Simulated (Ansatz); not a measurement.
SnO$_{2}$: geometry relaxation (part 2 of 2)

Continued. System: SnO$_{2}$ (Pnnm, 6 atoms in the cell). Method: DFT r2SCAN, scalar-relativistic, plane waves, PAW, no spin polarisation (Ansatz 0.2.0); cutoff 500 eV, 6×6×8 k-mesh, Gaussian smearing of 0.02 eV. The structure derives from a Materials Project entry.

Geometry of the input (Å; fractional positions):
```
4.7588  0.0000  0.0000
0.0000  4.7593  0.0000
0.0000  0.0000  3.2004
Sn 0.5000  0.5000  0.5000
Sn 0.0000  0.0000  0.0000
O  0.3046  0.3066  0.0000
O  0.8046  0.1934  0.5000
O  0.1954  0.8066  0.5000
O  0.6954  0.6934  0.0000
```

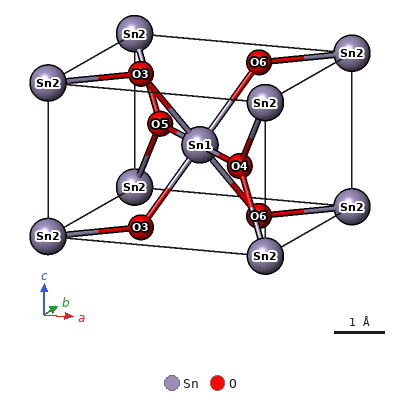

Figure 1. The geometry at step 2 of the log (ball-and-stick view of the cell of the calculation, seen slightly off an axis; atoms are numbered from 1 in the order of the input).

Output, continued
```
SCF iter   1: F=—  HF=-14352.427883 eV  |F-HF|=—  |Δ(HF+E_count)|=         —  Δρ=4.56e-4  dr2=3.49e-5  dr2_τ=9.56e-4  ethr=6.37e-8  ⟨swp⟩=2.0  Hψ=12601  notcnv=0
preconditioner: auto → Resta (q_TF=auto, 2.581 Å⁻¹)  ε∞=3.3  [insulator: Δε(μ)=1.767 eV  Ē_g=20.786 eV  σ=0.020 eV  W_gap=1.00  n_scr=18 (ndim 8)  ℏωp=31.4 eV  f_vac=0.030  D(μ)=0.00/eV (n_scr^D=0)  ε∞_Penn≈3.3]
SCF iter   2: F=—  HF=-14352.427927 eV  |F-HF|=—  |Δ(HF+E_count)|=   4.42e-5  Δρ=2.32e-4  dr2=1.27e-5  dr2_τ=1.07e-6  ethr=6.37e-8  ⟨swp⟩=2.0  Hψ=4669  notcnv=0
SCF iter   3: F=—  HF=-14352.427925 eV  |F-HF|=—  |Δ(HF+E_count)|=   1.62e-6  Δρ=4.42e-5  dr2=6.09e-7  dr2_τ=1.99e-7  ethr=2.45e-8  ⟨swp⟩=2.1  Hψ=3466  notcnv=0
SCF iter   4: F=—  HF=-14352.427926 eV  |F-HF|=—  |Δ(HF+E_count)|=   7.79e-7  Δρ=2.02e-5  dr2=1.21e-7  dr2_τ=1.62e-8  ethr=1.17e-9  ⟨swp⟩=2.1  Hψ=3613  notcnv=0
SCF iter   5: F=—  HF=-14352.427926 eV  |F-HF|=—  |Δ(HF+E_count)|=   1.32e-7  Δρ=7.91e-6  dr2=2.57e-8  dr2_τ=3.90e-9  ethr=2.32e-10  ⟨swp⟩=2.0  Hψ=3520  notcnv=0
SCF iter   6: F=-14352.427926 eV  HF=-14352.427926 eV  |F-HF|=1.15e-10  |Δ(HF+E_count)|=   1.02e-8  Δρ=1.68e-6  dr2=7.38e-10  dr2_τ=9.20e-11  ethr=4.14e-11  ⟨swp⟩=8.4  Hψ=15081  notcnv=0
SCF 4 converged in 6 iterations: F = -14352.427926 eV  dr2 = 7.38e-10
relax step   4: F+E_penalty+E_count = -14352.42792633 eV  Δ(F+E_penalty+E_count) = -2.899e-5 eV  max|allowed force component| = 3.596e-3 eV/Å  Δτ_max = 0.0024 Å  P = -0.004 GPa  Ω = 72.516 Å³  energy of the carried Pulay correction = -1.531e-5 eV  (6 SCF iters, dr2 threshold 2.15e-8 eV, accepted)
Crystal: 6 atoms, lattice volume = 72.519 Å³
iter 1 solved again at ethr=5.59e-8 eV; its pass at ethr=3.10e-3 eV (dr2=2.91e-5 eV) is discarded
SCF iter   1: F=—  HF=-14352.427911 eV  |F-HF|=—  |Δ(HF+E_count)|=         —  Δρ=4.32e-4  dr2=3.12e-5  dr2_τ=8.83e-4  ethr=5.59e-8  ⟨swp⟩=3.0  Hψ=12827  notcnv=0
preconditioner: auto → Resta (q_TF=auto, 2.581 Å⁻¹)  ε∞=3.3  [insulator: Δε(μ)=1.768 eV  Ē_g=20.787 eV  σ=0.020 eV  W_gap=1.00  n_scr=18 (ndim 8)  ℏωp=31.4 eV  f_vac=0.030  D(μ)=0.00/eV (n_scr^D=0)  ε∞_Penn≈3.3]
SCF iter   2: F=—  HF=-14352.427947 eV  |F-HF|=—  |Δ(HF+E_count)|=   3.60e-5  Δρ=2.21e-4  dr2=1.14e-5  dr2_τ=9.74e-7  ethr=5.59e-8  ⟨swp⟩=2.0  Hψ=4634  notcnv=0
SCF iter   3: F=—  HF=-14352.427943 eV  |F-HF|=—  |Δ(HF+E_count)|=   3.79e-6  Δρ=4.09e-5  dr2=4.87e-7  dr2_τ=1.79e-7  ethr=2.19e-8  ⟨swp⟩=2.3  Hψ=3175  notcnv=0
SCF iter   4: F=—  HF=-14352.427943 eV  |F-HF|=—  |Δ(HF+E_count)|=   4.63e-7  Δρ=1.91e-5  dr2=1.06e-7  dr2_τ=1.40e-8  ethr=9.37e-10  ⟨swp⟩=2.2  Hψ=3607  notcnv=0
SCF iter   5: F=—  HF=-14352.427944 eV  |F-HF|=—  |Δ(HF+E_count)|=   1.23e-7  Δρ=5.13e-6  dr2=1.22e-8  dr2_τ=2.19e-9  ethr=2.03e-10  ⟨swp⟩=2.0  Hψ=3611  notcnv=0
SCF iter   6: F=-14352.427944 eV  HF=-14352.427944 eV  |F-HF|=8.73e-11  |Δ(HF+E_count)|=  4.09e-10  Δρ=2.14e-6  dr2=1.25e-9  dr2_τ=1.51e-10  ethr=1.83e-11  ⟨swp⟩=8.0  Hψ=14570  notcnv=0
SCF 5 converged in 6 iterations: F = -14352.427944 eV  dr2 = 1.25e-9
relax step   5: F+E_penalty+E_count = -14352.42794353 eV  Δ(F+E_penalty+E_count) = -1.720e-5 eV  max|allowed force component| = 2.494e-4 eV/Å  Δτ_max = 0.0023 Å  P = +0.005 GPa  Ω = 72.519 Å³  energy of the carried Pulay correction = -1.667e-5 eV  (6 SCF iters, dr2 threshold 9.52e-9 eV, accepted)
Initial wavefunctions: pseudopotential atomic-orbital guess (no wavefunctions were taken with the density)
iter 1 solved again at ethr=2.86e-8 eV; its pass at ethr=3.10e-3 eV (dr2=1.49e-5 eV) is discarded
SCF iter   1: F=—  HF=-14352.427961 eV  |F-HF|=—  |Δ(HF+E_count)|=         —  Δρ=2.69e-6  dr2=1.93e-9  dr2_τ=8.14e-10  ethr=2.86e-8  ⟨swp⟩=3.4  Hψ=19117  notcnv=0
SCF iter   2: F=—  HF=-14352.427959 eV  |F-HF|=—  |Δ(HF+E_count)|=   2.22e-6  Δρ=1.50e-6  dr2=6.96e-10  dr2_τ=1.86e-10  ethr=3.71e-12  ⟨swp⟩=3.9  Hψ=6061  notcnv=0
SCF iter   3: F=—  HF=-14352.427959 eV  |F-HF|=—  |Δ(HF+E_count)|=  2.55e-11  Δρ=6.26e-7  dr2=7.71e-11  dr2_τ=2.69e-11  ethr=1.34e-12  ⟨swp⟩=2.0  Hψ=3489  notcnv=0
SCF iter   4: F=-14352.427959 eV  HF=-14352.427959 eV  |F-HF|=1.09e-11  |Δ(HF+E_count)|=  5.46e-11  Δρ=1.57e-7  dr2=1.19e-11  dr2_τ=2.05e-12  ethr=1.00e-12  ⟨swp⟩=6.7  Hψ=11908  notcnv=0
SCF 6 converged in 4 iterations: F = -14352.427959 eV  dr2 = 1.19e-11
relax step   6: F+E_penalty+E_count = -14352.42795907 eV  Δ(F+E_penalty+E_count) = -1.554e-5 eV  max|allowed force component| = 2.540e-4 eV/Å  Δτ_max = 0.0000 Å  P = +0.005 GPa  Ω = 72.519 Å³  stress off target by 8.04e-3 GPa  SCF on the basis re-selected at this cell (its energy is not comparable with the rows above)  (4 SCF iters)
basis re-selected at this cell: Δ(F+E_penalty+E_count) = -1.554e-5 eV, ΔP = -0.000 GPa vs the last step (what re-selecting the basis moved, of the pressure what is left beyond the Pulay correction that the steps carried, after the strain that the cell walked since its last selection, with what the two solves' SCF thresholds leave and, on support functions, any second-order correction that the steps lacked; it is no measure of the basis error at this ecutwfc). This SCF's stress stands 8.04e-3 GPa from its target on what of the cell is left free (relax.cell.stress_tol is 5.00e-2 GPa) and its largest allowed force component is 2.54e-4 eV/Å (relax.f_tol is 5.00e-3 eV/Å): within both
SCF converged after 4 iterations
Free energy (F): -14352.427959 eV
Harris-Foulkes:  -14352.427959 eV  (|F-HF|=1.09e-11)
Internal energy: -14352.427959 eV  (E = F + TS)
E sigma→0 (E₀):  -14352.427959 eV
Fermi energy:    9.765334 eV
--- Per-component energies (eV) ---
  E_band       = -164.925703
  E_kinetic    = 1085.748349
  E_local      = -2885.502907  (includes V_loc(G=0)·N_el)
  E_nonlocal   = 131.541543
  E_hartree    = 1502.071755
  E_xc         = -1035.812861
  E_vxc        = -622.681598  (∫ρ·V_xc dr)
  E_paw        = -8986.294368  (= ΣΔE_a)
  E_vpaw       = -917.475561  (= ΣTr[D̂ρ^β])
  E_aug_tail   = 0.003908  (compensation charges beyond the density's cutoff)
  E_vtau       = 39.296996  (kinetic-family band-sum trace: ∫τ·v_τ [+ j·A + Jᵃ·Aᵃ] dr)
  E_ewald      = -4165.526254
  E_core_change = 1.342876  (= ΣΔE_core)
  E_smearing   = -0.000000  (= −TS)
  E_closure    = -0.000000  (closes the sum)
  Σ components = -14352.427959   (vs F -14352.427959, Δ=0.00e0)
--- Forces (eV/Å), atoms counted from 1 ---
  atom   1  Sn     0.00000000     0.00000000     0.00000000
  atom   2  Sn    -0.00000000     0.00000000     0.00000000
  atom   3  O      0.00007519    -0.00025400     0.00000000
  atom   4  O      0.00007519     0.00025400     0.00000000
  atom   5  O     -0.00007519    -0.00025400     0.00000000
  atom   6  O     -0.00007519     0.00025400     0.00000000
  max |Σ_I F_I| component: 0.00e0 eV/Å
--- Stress (GPa, compression-positive) ---
        0.003082       0.000000       0.000000
        0.000000       0.002865       0.000000
        0.000000       0.000000       0.008040
  P = ⅓ Tr σ = 0.0047 GPa (0.047 kbar)
--- Band table (eV; the first three rows and the last of 80) ---
  k-point 0: bands = ["-12.8774", "-11.9925", "-11.7006", "-11.6829", "-11.6829", "-11.6293", "-11.5585", "-11.4746", "-11.4417", "-11.4417", "-10.8096", "-9.1441", "-9.1440", "-7.1851", "0.8339", "4.8628", "4.8643", "4.9859", "5.7586", "6.9243", "7.0042", "7.6778", "7.6779", "8.1140", "8.1140", "8.8813", "10.6494", "15.7007", "15.9300", "15.9306", "20.0161", "20.3351"]
  k-point 1: bands = ["-12.8010", "-11.8913", "-11.8640", "-11.8640", "-11.6736", "-11.6492", "-11.5524", "-11.4750", "-11.4619", "-11.4619", "-10.7393", "-8.8694", "-8.8693", "-7.3112", "0.8373", "4.8598", "5.0068", "5.0081", "5.8621", "5.9547", "6.9005", "7.1140", "7.1142", "8.1465", "8.1466", "8.7501", "11.5865", "16.0258", "16.5886", "16.5892", "19.1358", "21.1733"]
  k-point 2: bands = ["-12.5977", "-12.2150", "-12.2150", "-11.7554", "-11.6325", "-11.6022", "-11.5365", "-11.4987", "-11.4987", "-11.4774", "-10.4731", "-8.2922", "-8.2921", "-7.6987", "0.8975", "4.3758", "4.6906", "5.3506", "5.3514", "6.1093", "6.1099", "6.1639", "6.4297", "8.0414", "8.0416", "8.3793", "13.2278", "16.5100", "18.0628", "18.0632", "18.5051", "21.4613"]
  k-point 79: bands = ["-12.6090", "-12.6090", "-12.0930", "-12.0930", "-11.5487", "-11.5487", "-11.4916", "-11.4916", "-11.4519", "-11.4519", "-8.9726", "-8.9726", "-7.6350", "-7.6350", "1.0341", "1.0341", "3.9191", "3.9191", "6.3757", "6.3757", "6.5409", "6.5409", "7.9321", "7.9321", "8.0324", "8.0324", "14.3918", "14.3918", "18.5318", "18.5318", "20.7767", "20.7767"]
--- Relaxed structure (5 steps of the walk, 5 accepted, 1 SCFs on fresh bases) ---
  F+E_penalty+E_count = -14352.42795907 eV   max|allowed force component| = 2.540e-4 eV/Å   (the final SCF, on the basis selected at the relaxed cell)
  cell:  # Å, volume = 72.5185 Å³
    - [4.7598181120595795, 0.0, 0.0]
    - [0.0, 4.760057613344727, 0.0]
    - [0.0, 0.0, 3.2007107582302265]
  atoms:
    - { symbol: Sn, position: [0.49999999999999994, 0.49999999999999994, 0.4999999999999999] }
    - { symbol: Sn, position: [1.898600626775195e-21, -3.79678182717862e-21, 0.0] }
    - { symbol: O, position: [0.30586235714737525, 0.3059582262927609, 0.0] }
    - { symbol: O, position: [0.8058623571473752, 0.19404177370723896, 0.4999999999999999] }
    - { symbol: O, position: [0.19413764285262466, 0.8059582262927609, 0.4999999999999999] }
    - { symbol: O, position: [0.6941376428526247, 0.6940417737072389, 0.0] }
```

Trajectory as extended XYZ (Å, eV, eV/Å), 6 frames, from step=1 to step=6
```
6
Lattice="4.7588 0.0000 0.0000 0.0000 4.7593 0.0000 0.0000 0.0000 3.2004" Properties=species:S:1:pos:R:3:forces:R:3 step=1 energy=-14352.42766 pressure_GPa=0.03
Sn    2.3794    2.3797    1.6002    0.0000   0.0000   0.0000
Sn    0.0000    0.0000    0.0000    0.0000   0.0000   0.0000
O     1.4494    1.4591    0.0000    0.0392   0.0313   0.0000
O     3.8288    0.9206    1.6002    0.0392  -0.0313   0.0000
O     0.9300    3.8387    1.6002   -0.0392   0.0313   0.0000
O     3.3093    3.3002    0.0000   -0.0392  -0.0313   0.0000
6
Lattice="4.7547 0.0000 0.0000 0.0000 4.7586 0.0000 0.0000 0.0000 3.2041" Properties=species:S:1:pos:R:3:forces:R:3 step=2 energy=-14352.42781 pressure_GPa=0.01
Sn    2.3774    2.3793    1.6021    0.0000   0.0000   0.0000
Sn    0.0000    0.0000    0.0000    0.0000   0.0000   0.0000
O     1.4510    1.4596    0.0000    0.0007  -0.0046   0.0000
O     3.8284    0.9197    1.6021    0.0007   0.0046   0.0000
O     0.9263    3.8389    1.6021   -0.0007  -0.0046   0.0000
O     3.3037    3.2990    0.0000   -0.0007   0.0046   0.0000
6
Lattice="4.7570 0.0000 0.0000 0.0000 4.7605 0.0000 0.0000 0.0000 3.2019" Properties=species:S:1:pos:R:3:forces:R:3 step=3 energy=-14352.42790 pressure_GPa=0.00
Sn    2.3785    2.3803    1.6009    0.0000   0.0000   0.0000
Sn    0.0000    0.0000    0.0000    0.0000   0.0000   0.0000
O     1.4516    1.4597    0.0000    0.0061   0.0009   0.0000
O     3.8301    0.9206    1.6009    0.0061  -0.0009   0.0000
O     0.9269    3.8400    1.6009   -0.0061   0.0009   0.0000
O     3.3054    3.3008    0.0000   -0.0061  -0.0009   0.0000
6
Lattice="4.7598 0.0000 0.0000 0.0000 4.7588 0.0000 0.0000 0.0000 3.2014" Properties=species:S:1:pos:R:3:forces:R:3 step=4 energy=-14352.42793 pressure_GPa=-0.00
Sn    2.3799    2.3794    1.6007    0.0000   0.0000   0.0000
Sn    0.0000    0.0000    0.0000    0.0000   0.0000   0.0000
O     1.4542    1.4576    0.0000    0.0036   0.0003   0.0000
O     3.8341    0.9218    1.6007    0.0036  -0.0003   0.0000
O     0.9257    3.8370    1.6007   -0.0036   0.0003   0.0000
O     3.3056    3.3012    0.0000   -0.0036  -0.0003   0.0000
6
Lattice="4.7598 0.0000 0.0000 0.0000 4.7601 0.0000 0.0000 0.0000 3.2007" Properties=species:S:1:pos:R:3:forces:R:3 step=5 energy=-14352.42794 pressure_GPa=0.00
Sn    2.3799    2.3800    1.6004    0.0000   0.0000   0.0000
Sn    0.0000    0.0000    0.0000    0.0000   0.0000   0.0000
O     1.4558    1.4564    0.0000    0.0001  -0.0002   0.0000
O     3.8358    0.9236    1.6004    0.0001   0.0002   0.0000
O     0.9241    3.8364    1.6004   -0.0001  -0.0002   0.0000
O     3.3040    3.3037    0.0000   -0.0001   0.0002   0.0000
6
Lattice="4.7598 0.0000 0.0000 0.0000 4.7601 0.0000 0.0000 0.0000 3.2007" Properties=species:S:1:pos:R:3:forces:R:3 step=6 energy=-14352.42796 pressure_GPa=0.00
Sn    2.3799    2.3800    1.6004    0.0000   0.0000   0.0000
Sn    0.0000    0.0000    0.0000    0.0000   0.0000   0.0000
O     1.4558    1.4564    0.0000    0.0001  -0.0003   0.0000
O     3.8358    0.9236    1.6004    0.0001   0.0003   0.0000
O     0.9241    3.8364    1.6004   -0.0001  -0.0003   0.0000
O     3.3040    3.3037    0.0000   -0.0001   0.0003   0.0000
```

Summary

| quantity | value |
| --- | --- |
| outcome | converged |
| space group (tolerance 0.01 Å) | Pnnm (58) → P4₂/mnm (136) |
| electrons treated | 52 |
| free energy | −14352.4280 eV |
| Fermi energy | 9.765 eV |
| gap on the k-point mesh | 1.77 eV |
| pressure | 0.00 GPa |
| final volume | 72.52 Å³ |
| largest force (length of the vector) at the end | under 0.001 eV/Å |
| final cell | a = 4.760 Å, b = 4.760 Å, c = 3.201 Å, α = 90.00°, β = 90.00°, γ = 90.00° |
| hardware | 2 threads of Intel Xeon @ 2.50GHz (Skylake/Cascade Lake), 189 GiB of memory available, shared host |
| wall time | 2.1 min (CPU time 4.1 min) |
| peak memory | 0.65 GiB |
